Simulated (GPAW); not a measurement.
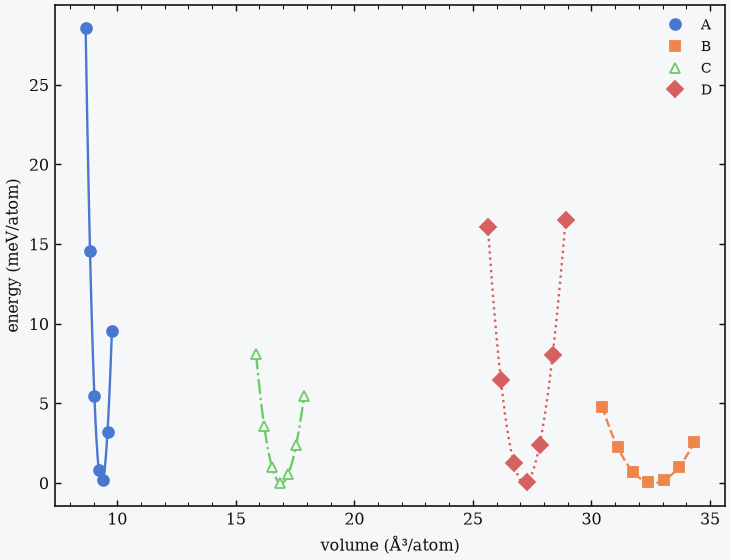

The plot gives the computed energy against volume, with one curve for each compound, for CsH, LiCl, MgO and SnSe (all in space group Fm-3m (No. 225)). The labels are replaced by letters.

Calculation (GPAW 26.7.0): PAW DFT in plane waves, on a grid or in atomic orbitals, no spin polarisation; energies at scaled volumes of the given cell, shape and fractions fixed, counted from the fit's minimum, third-order Birch-Murnaghan fit. Level: r2SCAN.

occupations Fermi–Dirac; smearing width 0.05 eV; potentials GPAW PAW data sets (gpaw data 1.2.1).

Which letter stands for which compound?

A: MgO; B: CsH; C: LiCl; D: SnSe.
